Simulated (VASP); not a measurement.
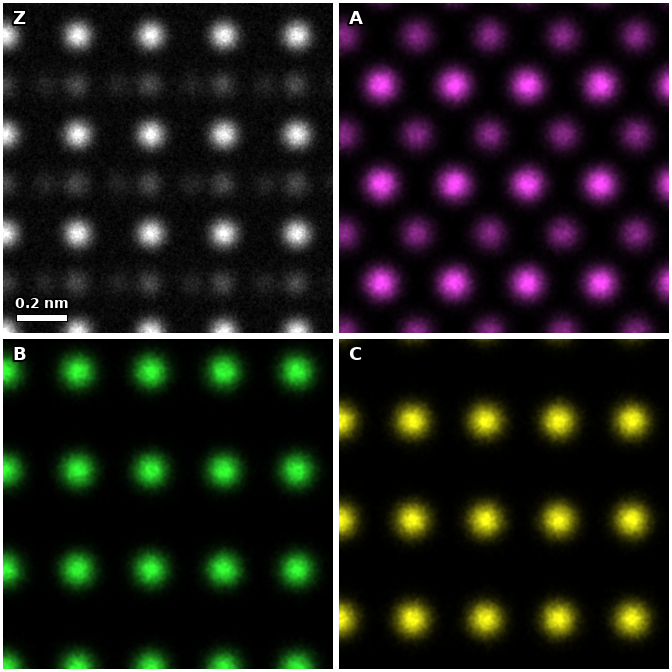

BaTiO3 (P4mm, No. 99) along [101]. Panel Z: Simulation: incoherent imaging, intensity Z^1.7 per atom, probe width 0.76 Å, thin sample. The display is stretched by a gamma of 0.8; percentages refer to the linear signal. Shot noise was added. The other panels are simulated element maps (the number of atoms of one element along the beam, blurred by 1.0 Å, with counting noise; each on its own scale, no channelling). Structure: the end point of a relaxation with VASP Kohn-Sham DFT of a periodic cell, revPBE, VASP PAW PBE potentials, recommended (VASP).

```cif
data_structure
_symmetry_space_group_name_H-M 'P 1'
_symmetry_Int_Tables_number 1
_cell_length_a 4.0016
_cell_length_b 4.0016
_cell_length_c 4.3705
_cell_angle_alpha 90.000
_cell_angle_beta 90.000
_cell_angle_gamma 90.000
_cell_volume 69.98
loop_
_atom_site_label
_atom_site_type_symbol
_atom_site_fract_x
_atom_site_fract_y
_atom_site_fract_z
_atom_site_occupancy
Ba1 Ba 0.00000 0.00000 0.98112 1
Ti1 Ti 0.50000 0.50000 0.46452 1
O1 O 0.00000 0.50000 0.52231 1
O2 O 0.50000 0.00000 0.52231 1
O3 O 0.50000 0.50000 0.05274 1
```

Which element does each lettered map show?

Answer. A: O, B: Ba, C: Ti. The projected cell (2.95 × 4.00 Å, 90°) holds 3 columns: 1 of Ba + O, 1 of Ti and 1 of O. Columns shared by several elements: Ba + O.
